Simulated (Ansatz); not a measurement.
**GaN: Wannier-function calculation**

- system: GaN (P6₃mc, 4 atoms in the cell)
- method: maximally localised Wannier functions of r2SCAN bands, plane waves, PAW, no spin polarisation (Ansatz 0.2.0)

The structure was built on a prototype by a generator. The geometry comes from this level: r2SCAN. It belongs to a series of runs on one base structure; here: anion p.

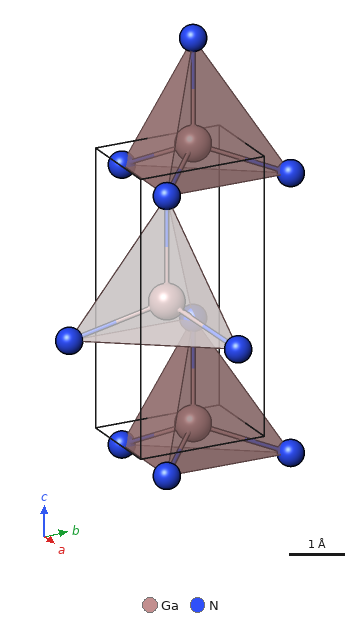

Figure 1. The structure (polyhedral view of the cell of the calculation, seen slightly off an axis; polyhedra are completed across the faces of the cell).

Summary:

```json
{"quantity": "outcome", "value": "converged"}
{"quantity": "space group (tolerance 0.01 Å)", "value": "P6₃mc (186)"}
{"quantity": "electrons treated", "value": "36"}
{"quantity": "free energy", "value": "−8352.7742 eV"}
{"quantity": "total spread of the Wannier functions", "value": "9.375 Å²"}
{"quantity": "Fermi energy", "value": "9.486 eV"}
{"quantity": "gap on the k-point mesh", "value": "2.35 eV"}
{"quantity": "hardware", "value": "4 threads of Arm Neoverse N1, 60 GiB of memory available, shared host"}
{"quantity": "wall time", "value": "9.7 s (CPU time 35 s)"}
{"quantity": "peak memory", "value": "0.51 GiB"}
```

Input file:
```yaml
crystal:
  lattice:
    - [3.1831494038, 0.0, 0.0]
    - [-1.5915747019, 2.7566882477, 0.0]
    - [0.0, 0.0, 5.1836255107]
  atoms:
    - { symbol: Ga, position: [0.3333333333, 0.6666666667, -0.0008868064] }
    - { symbol: Ga, position: [0.6666666667, 0.3333333333, 0.4991131936] }
    - { symbol: "N", position: [0.3333333333, 0.6666666667, 0.3758868064] }
    - { symbol: "N", position: [0.6666666667, 0.3333333333, 0.8758868064] }
kpoints:
  mp_grid: { grid: [9, 9, 4] }
  band_path:
    path:
      - [[0.0, 0.0, 0.0], [0.5, 6.637317568321e-17, -3.923220319664e-19], [0.3333333333333, 0.3333333333333, -7.846440639327e-19], [0.0, 0.0, 0.0], [7.428269403092e-51, 1.091957918323e-35, 0.5], [0.5, 6.626224462031e-17, 0.5], [0.3333333333333, 0.3333333333333, 0.5], [7.428269403092e-51, 1.091957918323e-35, 0.5]]
      - [[0.5, 6.626224462031e-17, 0.5], [0.5, 6.637317568321e-17, -3.923220319664e-19]]
      - [[0.3333333333333, 0.3333333333333, 0.5], [0.3333333333333, 0.3333333333333, -7.846440639327e-19]]
    npoints: 10
hamiltonian:
  xc: r2scan
scf:
  occupations: { method: fixed }
  n_extra_bands: 6
output:
  forces: false
  stress: false
  eigenvalues: true
  wannier:
    kmesh: [6, 6, 4]
    projections: [{ species: "N", l: p, shell: 2 }]
    minimise: true
    write_hr: true
    conv_tol: 1.0e-08
    max_iter: 3000
  write_density: true
  write_potential: true
  elf: true
  volumetric_format: npy
```

File wannier.win:
```
! ansatz wannier90 interface
! projections by site (counted from 0) and shell: 2 2P, 3 2P
! states of the run's bands (counted from 1): 13-18
! their least projectability: 0.7169
num_bands = 6
num_wann  = 6
num_iter  = 2000
conv_tol = 1e-8
conv_window = 5
guiding_centres = true
write_hr = true

begin unit_cell_cart
Ang
        3.183149403781473                      0.0                      0.0
      -1.5915747018907365        2.756688247716045                      0.0
                      0.0                      0.0             5.1836255107
end unit_cell_cart

begin atoms_frac
Ga        0.3333333333333333       0.6666666666666666            -0.0008868064
Ga        0.6666666666666666       0.3333333333333333             0.4991131936
N         0.3333333333333333       0.6666666666666666             0.3758868064
N         0.6666666666666666       0.3333333333333333             0.8758868064
end atoms_frac

mp_grid = 6 6 4
```

Run as:
```bash
ansatz run input.yaml --threads 4 --pin off --max-ram 3686MiB --backend cpu --events-out ev --progress --plain --runs-dir out
```

The program's output:
```
scf.n_extra_bands = 6 over 18 filled bands (N_el = 36.0): the run solves 24 bands
Engine: ansatz 0.2.0, aarch64-unknown-linux-gnu
Pseudopotentials: kind: paw
Pseudopotential: Ga, paw, valence charge 13, recommended cutoff 500 eV (meta_gga), Ga.paw.azcp
Pseudopotential: N, paw, valence charge 5, recommended cutoff 500 eV (meta_gga), N.paw.azcp
Functional definition: r2SCAN
  parameter k0 = 0.174
  parameter k1 = 0.065
  parameter a1 = 4.9479
  exchange = r2scan_x(k0 = k0, k1 = k1, a1 = a1)
  correlation = r2scan_c
Crystal: 4 atoms, lattice volume = 45.486 Å³
Basis set: ecut = 500 eV, 1129 PW (Γ), exchange–correlation on 96×96×160 points (64 copies of the dense FFT grid, shifted against one another)
Bands: 24, of which v1, the nominal top of the filled ones, is band 18 counted from 1 (17 counted from 0)
Symmetry: 12 space group operations
Space group: P63mc (ITA 186), of the structure as read, at distance tolerance 3.6e-5 Å
k-points: 36 of 324 (time reversal used)
Non-local potential: Ga, projectors of the file, l = 0: 2, l = 1: 2, l = 2: 3, l = 3: 1
Non-local potential: N, projectors of the file, l = 0: 2, l = 1: 2, l = 2: 1
PAW form: soft (Blöchl's): semilocal exchange-correlation on the pseudo side does not see the compensation charge
PAW frozen core: Ga, regenerated for the run's functional (the file was generated under x = pbe(κ = 0.804, μ = 0.2195149727645171), c = pbe(β = 0.06672455060314922))
PAW frozen core: N, regenerated for the run's functional (the file was generated under x = pbe(κ = 0.804, μ = 0.2195149727645171), c = pbe(β = 0.06672455060314922))
PAW one-centre angular grid: Ga, 590 points (default); XC on 160 Gauss nodes
PAW one-centre angular grid: N, 302 points (default); XC on 160 Gauss nodes
Initial density: superposition of atomic densities (neutral atoms: chi_scale 0, normalization atom), corrected by the library's trained network
Initial wavefunctions: pseudopotential atomic-orbital guess
Functional: x = r2scan, c = r2scan; τ floored in thin density (d = 2e-4 eV/Å³)
SCF iter   1: F=—  HF=-8352.711367 eV  |F-HF|=—  |Δ(HF+E_count)|=         —  Δρ=1.25e-2  dr2=2.67e-2  dr2_τ=1.92e-1  ethr=1.77e-3  ⟨swp⟩=4.1  Hψ=3015  notcnv=0  defer=97
preconditioner: auto → Resta (q_TF=auto, 2.624 Å⁻¹)  ε∞=4.1  [insulator: Δε(μ)=2.312 eV  Ē_g=18.809 eV  n_scr=22 (ndim 8)  ℏωp=33.0 eV  f_vac=0.008  ε∞_Penn≈4.1]
SCF iter   2: F=—  HF=-8352.774698 eV  |F-HF|=—  |Δ(HF+E_count)|=   6.33e-2  Δρ=5.82e-3  dr2=9.37e-3  dr2_τ=3.13e-4  ethr=7.41e-5  ⟨swp⟩=2.3  Hψ=1893  notcnv=0  defer=141
SCF iter   3: F=—  HF=-8352.774176 eV  |F-HF|=—  |Δ(HF+E_count)|=   5.23e-4  Δρ=3.67e-3  dr2=2.58e-3  dr2_τ=8.94e-5  ethr=2.60e-5  ⟨swp⟩=3.0  Hψ=1452  notcnv=0  defer=142
SCF iter   4: F=—  HF=-8352.774203 eV  |F-HF|=—  |Δ(HF+E_count)|=   2.77e-5  Δρ=2.85e-4  dr2=1.97e-5  dr2_τ=8.95e-6  ethr=7.15e-6  ⟨swp⟩=3.0  Hψ=1455  notcnv=0  defer=142
SCF iter   5: F=—  HF=-8352.774228 eV  |F-HF|=—  |Δ(HF+E_count)|=   2.42e-5  Δρ=1.29e-4  dr2=3.74e-6  dr2_τ=4.32e-7  ethr=5.48e-8  ⟨swp⟩=2.0  Hψ=1361  notcnv=0  defer=73
SCF iter   6: F=—  HF=-8352.774232 eV  |F-HF|=—  |Δ(HF+E_count)|=   4.40e-6  Δρ=3.80e-5  dr2=6.89e-7  dr2_τ=3.20e-8  ethr=1.04e-8  ⟨swp⟩=2.7  Hψ=1441  notcnv=0  defer=75
SCF iter   7: F=—  HF=-8352.774232 eV  |F-HF|=—  |Δ(HF+E_count)|=   3.86e-8  Δρ=1.75e-5  dr2=1.37e-7  dr2_τ=9.25e-9  ethr=1.91e-9  ⟨swp⟩=2.1  Hψ=1429  notcnv=0  defer=75
SCF iter   8: F=-8352.774232 eV  HF=-8352.774232 eV  |F-HF|=1.81e-8  |Δ(HF+E_count)|=   2.21e-8  Δρ=8.23e-6  dr2=3.05e-8  dr2_τ=5.60e-10  ethr=2.78e-10  ⟨swp⟩=6.8  Hψ=2950  notcnv=0
SCF 1 converged in 8 iterations: F = -8352.774232 eV  dr2 = 3.05e-8
  greatest PAW one-centre occupation: 0.995 electrons in one spin orbital (limit 2), on the Ga atom at site 1 (counted from 0), in its partial waves of l = 2
```

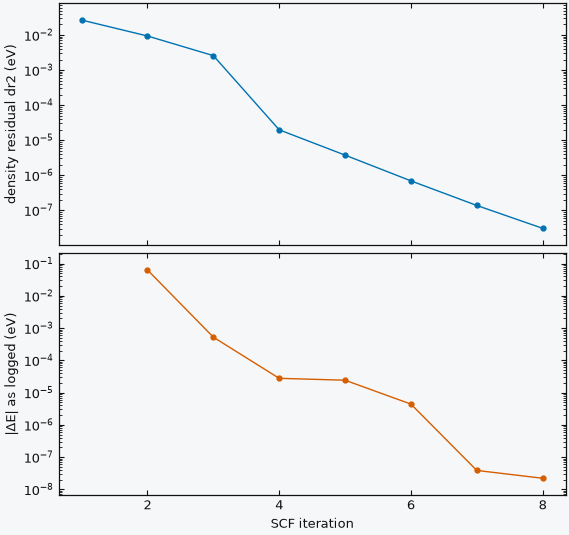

Figure 2. Convergence of the self-consistent field: density residual dr2 and size of the energy change against the SCF iteration. The residual falls at every step.

```
NSCF: frozen V_eff on 93 k-points
NSCF: frozen V_eff on 24 k-points
the Wannier pass solved 24 of the 144 points of its mesh, and has the states at the others by symmetry: states obtained by the crystal's operations at points that were solved too leave a residual of 3.92e-13 eV (read by the count's bands and the next), within 6.67e-6 eV
SCF converged after 8 iterations
Free energy (F): -8352.774232 eV
Harris-Foulkes:  -8352.774232 eV  (|F-HF|=1.81e-8)
Internal energy: -8352.774232 eV  (E = F + TS)
E sigma→0 (E₀):  -8352.774232 eV
Fermi energy:    9.486234 eV
--- Per-component energies (eV) ---
  E_band       = -29.667275
  E_kinetic    = 494.363972
  E_local      = -3904.084176  (includes V_loc(G=0)·N_el)
  E_nonlocal   = 952.977251
  E_hartree    = 1801.786840
  E_xc         = -243.546749
  E_vxc        = -287.262332  (∫ρ·V_xc dr)
  E_paw        = -4274.773751  (= ΣΔE_a)
  E_vpaw       = -904.920322  (= ΣTr[D̂ρ^β])
  E_aug_tail   = -0.000045  (compensation charges beyond the density's cutoff)
  E_vtau       = 15.681553  (kinetic-family band-sum trace: ∫τ·v_τ [+ j·A + Jᵃ·Aᵃ] dr)
  E_ewald      = -3178.132305
  E_core_change = -1.365269  (= ΣΔE_core)
  E_smearing   = -0.000000  (= −TS)
  E_closure    = -0.000000  (closes the sum)
  Σ components = -8352.774232   (vs F -8352.774232, Δ=0.00e0)
--- Band table (eV; the first three rows and the last of 36) ---
  k-point 0: bands = ["-7.3243", "-6.3460", "-4.4047", "-4.3894", "-4.3894", "-4.3221", "-4.3221", "-4.1097", "-4.1097", "-4.0124", "-4.0124", "-2.8753", "2.2938", "8.4188", "8.4188", "9.4502", "9.4862", "9.4862", "11.8368", "14.3204", "19.4570", "20.0857", "20.0857", "20.9713"]
  k-point 1: bands = ["-7.1491", "-6.4401", "-4.3844", "-4.3844", "-4.3448", "-4.3366", "-4.3366", "-4.0910", "-4.0910", "-4.0225", "-4.0225", "-3.3838", "3.3442", "7.9424", "8.5686", "8.5686", "9.3235", "9.3235", "13.0462", "14.4223", "19.0373", "19.7667", "20.1669", "20.1669"]
  k-point 2: bands = ["-6.7525", "-6.7525", "-4.3652", "-4.3652", "-4.3652", "-4.3652", "-4.0555", "-4.0555", "-4.0526", "-4.0526", "-4.0526", "-4.0526", "5.5577", "5.5577", "8.9396", "8.9396", "8.9396", "8.9396", "14.2666", "14.2666", "18.6820", "18.6820", "20.6063", "20.6063"]
  k-point 35: bands = ["-6.1576", "-6.1576", "-4.2545", "-4.2545", "-4.2392", "-4.2392", "-4.0893", "-4.0893", "-4.0707", "-4.0707", "-2.4641", "-2.4641", "3.2349", "3.2349", "5.1877", "5.1877", "7.9614", "7.9614", "16.5186", "16.5186", "17.3668", "17.3668", "19.3513", "19.3513"]
Wannier search: line search 1 of at most 3000: gauge-dependent spread (as the search counts it) 0.1694845 Å², largest recent change 1.7e-2 Å² and fall left 1.5e-5 Å² against conv_tol 1.0e-8 Å², 0 stops escaped
```

File v_z.tsv:
```
# z_ang	v_es[eV]	v_tot[eV]
# format = ansatz-planar-average/11
# xc	r2scan
# density_cutoff_ev	2000
# datasets	Ga=:simpson_from_first_knot:soft:shift=0	N=:simpson_from_first_knot:soft:shift=0
# lattice	3.183149404	0.000000000	0.000000000
# lattice	-1.591574702	2.756688248	0.000000000
# lattice	0.000000000	0.000000000	5.183625511
# sites	4
# site	31	0.000000000	1.837792165	-0.004596872
# site	31	1.591574702	0.918896083	2.587215883
# site	7	0.000000000	1.837792165	1.948456439
# site	7	1.591574702	0.918896083	4.540269194
0.000000	2.803335e0	-1.047247e1
0.129591	3.629904e0	-8.817151e0
0.259181	4.227378e0	-7.323739e0
0.388772	5.011822e0	-5.523921e0
0.518363	6.089849e0	-3.348402e0
0.647953	7.496721e0	-1.227294e0
0.777544	9.103895e0	6.243007e-1
0.907134	1.056303e1	2.286382e0
1.036725	1.148704e1	3.048870e0
1.166316	1.179643e1	2.784388e0
1.295906	1.124728e1	1.573954e0
1.425497	9.647803e0	-9.394999e-1
1.555088	7.286155e0	-4.291700e0
1.684678	4.502034e0	-7.911148e0
1.814269	1.788794e0	-1.131373e1
1.943860	-2.100573e-1	-1.391509e1
2.073450	-1.095973e0	-1.520807e1
2.203041	-8.703069e-1	-1.525388e1
2.332631	1.656430e-1	-1.416698e1
2.462222	1.544870e0	-1.235188e1
2.591813	2.803335e0	-1.047247e1
2.721403	3.629904e0	-8.817151e0
2.850994	4.227378e0	-7.323739e0
2.980585	5.011822e0	-5.523921e0
3.110175	6.089849e0	-3.348402e0
3.239766	7.496721e0	-1.227294e0
3.369357	9.103895e0	6.243007e-1
3.498947	1.056303e1	2.286382e0
3.628538	1.148704e1	3.048870e0
3.758128	1.179643e1	2.784388e0
3.887719	1.124728e1	1.573954e0
4.017310	9.647803e0	-9.394999e-1
4.146900	7.286155e0	-4.291700e0
4.276491	4.502034e0	-7.911148e0
4.406082	1.788794e0	-1.131373e1
4.535672	-2.100573e-1	-1.391509e1
4.665263	-1.095973e0	-1.520807e1
4.794854	-8.703069e-1	-1.525388e1
4.924444	1.656430e-1	-1.416698e1
5.054035	1.544870e0	-1.235188e1
```

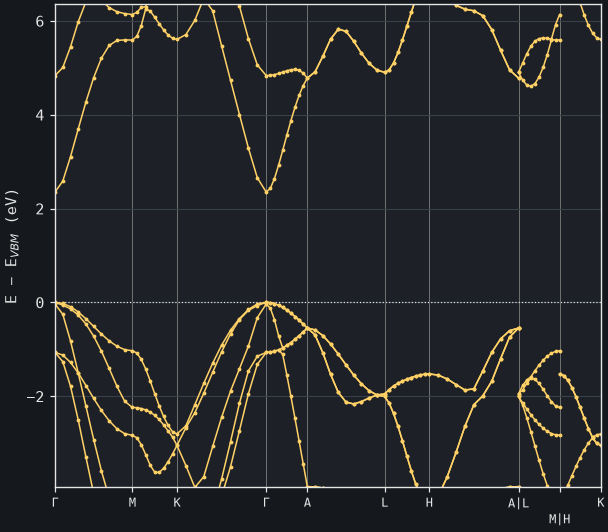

Figure 3. Band structure along Γ–M–K–Γ–A–L–H–A|L–M|H–K, with energies from the valence-band top. There is a gap of 2.35 eV on this path, direct, at Γ.

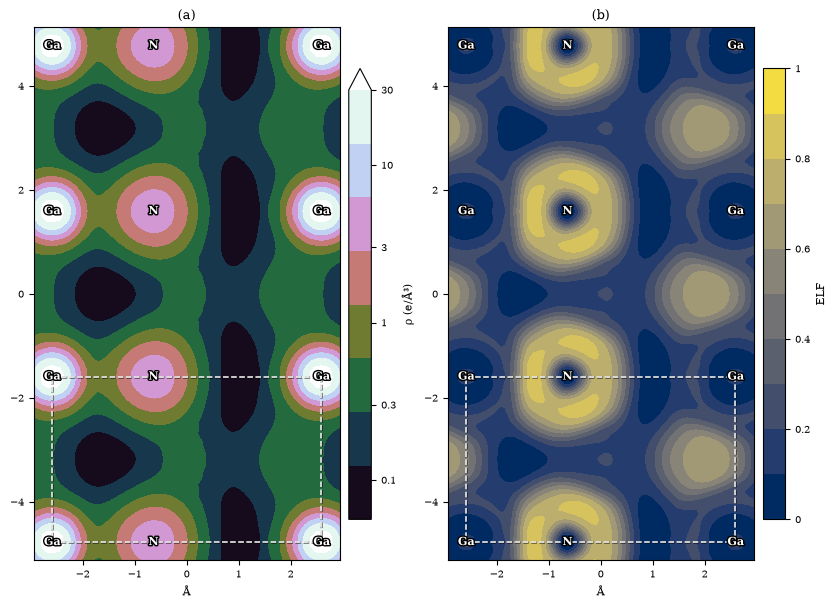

Figure 4. (a) valence electron density; (b) ELF on the (11̄0) plane of the conventional cell. The plane passes through Ga and N nuclei. Ga–N (1.95 Å): the density is about 0.76 e/Å³ at the midpoint; the ELF is about 0.50 at the midpoint. Away from the nuclei the density in this plane falls to 0.06 e/Å³ at its lowest. Core electrons are frozen (PAW), so the fields are smoothed inside the atomic spheres.

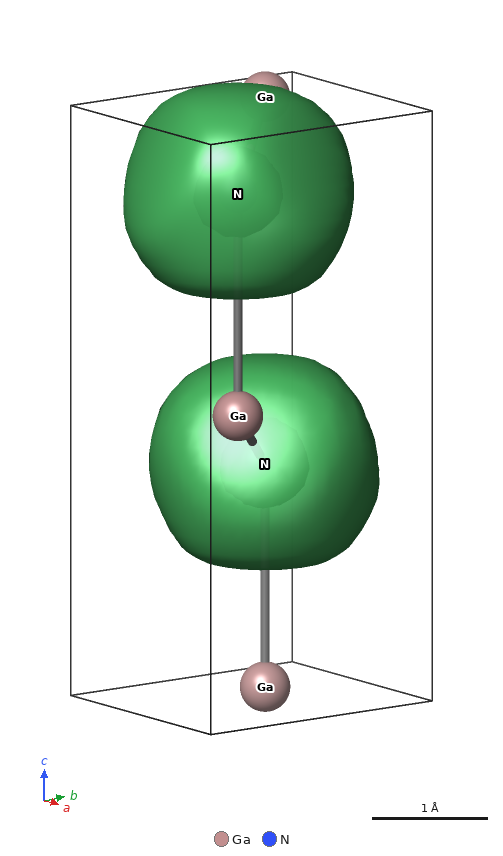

Figure 5. Isosurface of the ELF at 0.6 (green), seen at an oblique angle. Core shells and regions of very low density are left out. Sticks mark near contacts. The outline is the cell set on symmetry axes. Values along the shortest contacts: Ga–N (1.95 Å): the ELF is about 0.50 at the midpoint.
